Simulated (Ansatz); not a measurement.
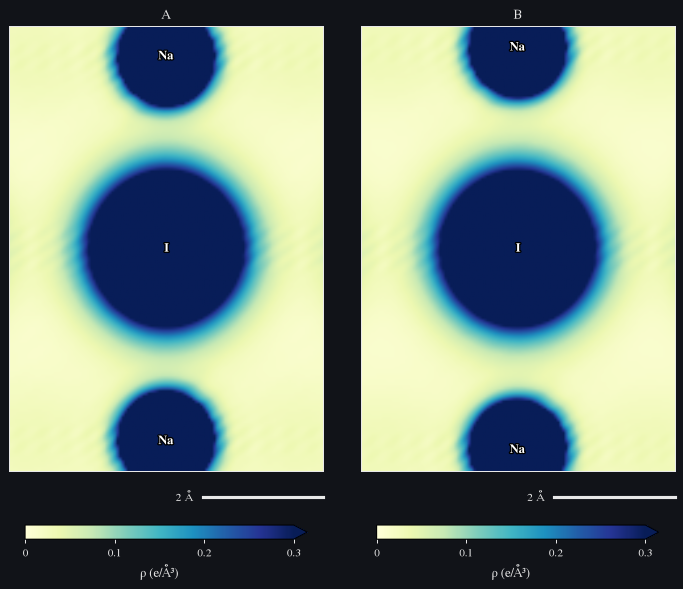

NaI. The valence pseudo-density of two cells that differ in size and shape, on the (11̄0) plane of each (indices in the axes of the calculation cell), at one length scale and on one colour scale: B has 33.9 Å³ an atom and A 32.4.

The calculation used DFT PBE, scalar-relativistic, plane waves, PAW (Ansatz 0.2.0).

In a PAW calculation such maps are meaningful between the atoms, not at the nuclei.

The larger cell:

```yaml
crystal:
  lattice:
    - [0.00000, 3.18785, 3.33349]
    - [3.18785, 0.00000, 3.33349]
    - [3.18785, 3.18785, 0.00000]
  atoms:
    - { symbol: Na, position: [0.00000, 0.00000, 0.00000] }
    - { symbol: I, position: [0.50000, 0.50000, 0.50000] }
```

The smaller cell: a = 4.508 Å, b = 4.508 Å, c = 4.508 Å, α = 60.00°, β = 60.00°, γ = 60.00°.

### What changes from the larger cell to the smaller?

From the larger cell to the smaller, Na–I goes from 3.33 to 3.19 Å, and the density at its midpoint from 0.11 to 0.14 e/Å³; the pressure goes from 0.5 to 1.3 GPa; the Kohn–Sham gap goes from 3.6 eV to 3.8 eV.
